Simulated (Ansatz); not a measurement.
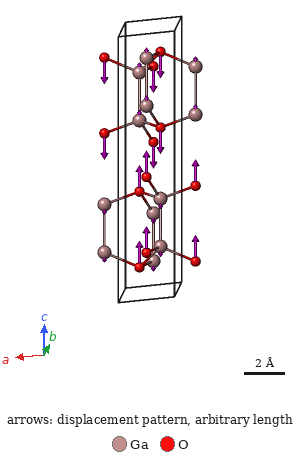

One vibrational mode of solid GaO (a generated structure) at the zone centre. Displacements are drawn as purple arrows; their common scale and sign are arbitrary. Style: ball-and-stick. Shown: the cell of the calculation, from a free direction.

Theory: DFT PBE, scalar-relativistic, plane waves, PAW in Ansatz 0.2.0. (plane-wave cutoff 420 eV; k-point mesh 12 × 12 × 2; occupations fixed; no spin polarisation)

Frequencies are those without the non-analytic (LO–TO) term.

Question: Give the symmetry, activity and frequency of this mode.

Answer: This is the B₁g mode at 477 cm⁻¹, optical level 9 of 11, counted from below, silent by symmetry (neither infrared- nor Raman-active). All motion is along c; atoms of one kind move against one another, with no net shift of any sublattice; the kinetic energy is shared as O 82 %, Ga 18 %.

Limits of the set-up: layers or molecules are held without a dispersion correction, so their spacing is unreliable.
